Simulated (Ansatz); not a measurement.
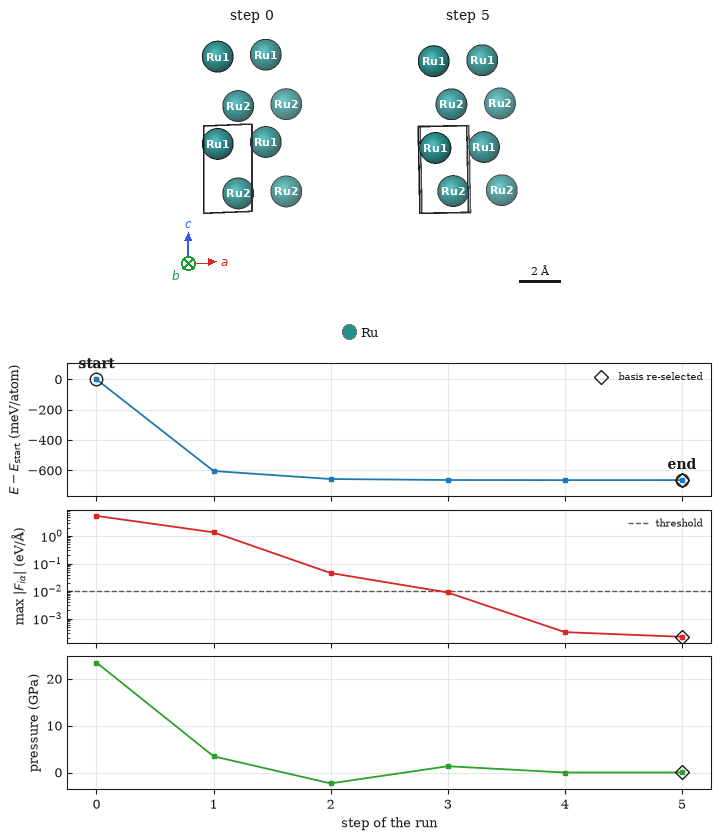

First and last geometry of a relaxation of solid Ru (set up in P-1), with the history of the run. A spheres-only model of the reduced cell, repeated 2 × 1 × 2 with one cell outlined, seen along the b axis. Lengths and directions refer to the drawn axes.

Case: all atoms moved at random, sigma 0.4 Å for each component, cell strained at random, sigma 0.03; relaxed back.

These are results of Ansatz, DFT PBE, scalar-relativistic, plane waves, PAW, not measurements.

Input file:
```yaml
crystal:
  lattice:
    - [2.6571078821, 0.0696395144, -0.0517489593]
    - [-1.2682443524, 2.3977469794, 0.0080678749]
    - [-0.081746801, -0.0324802703, 4.320812267]
  atoms:
    - { symbol: Ru, position: [0.2868879151, 0.5971273387, 0.2119679736] }
    - { symbol: Ru, position: [0.7131120849, 0.4028726613, 0.7880320264] }
basis:
  ecutwfc: 420
kpoints:
  mp_grid: { grid: [12, 12, 8] }
hamiltonian:
  xc: pbe
scf:
  occupations: { method: gaussian, width: 0.15 }
output:
  forces: true
  stress: true
  eigenvalues: true
relax:
  adjacent_minimum: "off"
  f_tol: 0.01
  max_steps: 80
  cell: { stress_tol: 0.1 }
```

Run as
```bash
ansatz run input.yaml --threads 1 --pin off --max-ram 2560MiB --backend cpu --events-out ev --progress --plain --runs-dir out
```

Q: What do the curves and the structures tell?

A: It converged. Over 4 accepted moves (5 points after the start) the energy falls by 663 meV per atom. Largest force component: 5.4 eV/Å at the start, 0.00022 eV/Å at the end. Pressure: 23.49 GPa at the start and 0.00 GPa at the end. The SCF was repeated once at an unchanged geometry on a basis and grid sized afresh for the cell, which shifted the energy by 0.1 meV per atom at most. The largest moves relative to the cell, 0.23 Å, are those of Ru1 and Ru2. Ru1 goes along [2 −3 −2]. The volume changes by −1.3 %, with a 2.659 → 2.720 Å (+2.3 %), b 2.713 → 2.720 Å (+0.3 %), c 4.322 → 4.297 Å (−0.6 %), α 89.7° → 90.0°, β 87.8° → 90.0°, γ 63.6° → 60.0°. Some distances before and after: Ru1–Ru2 3.146 → 2.661 Å, Ru1–Ru2 (another image) 2.245 → 2.661 Å, Ru1–Ru2 (another image) 2.370 → 2.661 Å, Ru1–Ru2 (another image) 2.893 → 2.661 Å. The space group (tolerance 0.01 Å) goes from P-1 (No. 2) to P6_3/mmc (No. 194).

```csv
step,"E − E(0), meV/atom","largest force component, eV/Å","pressure, GPa","volume, Å³/atom",note
0,0.00,5.4103,23.49,13.949,
1,-603.43,1.3698,3.46,13.726,
2,-656.26,0.0453,-2.33,13.874,
3,-662.82,0.0089,1.34,13.706,
4,-663.49,0.0003,0.00,13.763,
5,-663.37,0.0002,0.00,13.763,"same geometry, new basis"
```
